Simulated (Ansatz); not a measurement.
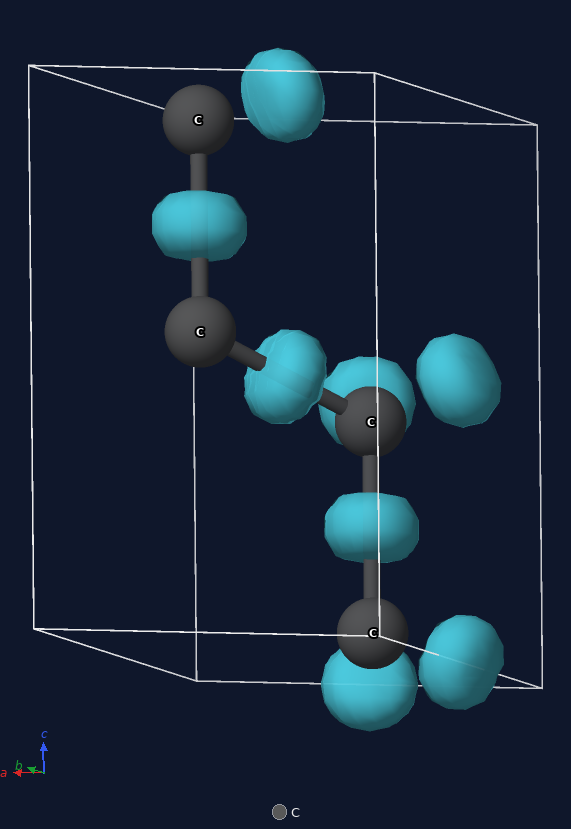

The picture shows: C. Isosurface of the electron localisation function at 0.85 (cyan), seen at an oblique angle. Only the valence region is drawn (cores and ρ < 0.01 e/Å³ removed). Sticks mark near contacts.

Space group P-1; changed on purpose from its base cell (equal xy, yz and zx shear strains of -2 %, PAW files); computed pressure about −3 GPa in this cell.

The calculation used DFT, PBEsol, PAW with Ansatz's default frozen-core files, scalar-relativistic in Ansatz.

> What do the ELF domains correspond to?

At this value the surface marks out eight regions between bonded C–C atoms (shared pairs), counted in one cell of 4 atoms. Regions shared between cells count once.

Values along the shortest contacts:
C–C (1.52 Å): the ELF peaks at about 0.95 between the atoms: a covalent bond. C–C (1.56 Å): the ELF peaks at about 0.95 between the atoms: localised, covalent bonding.

> Metal or insulator at this level of theory?

It is gapped, with a Kohn–Sham gap of 3.1 eV on the k-point mesh, an upper bound to the gap of this method.
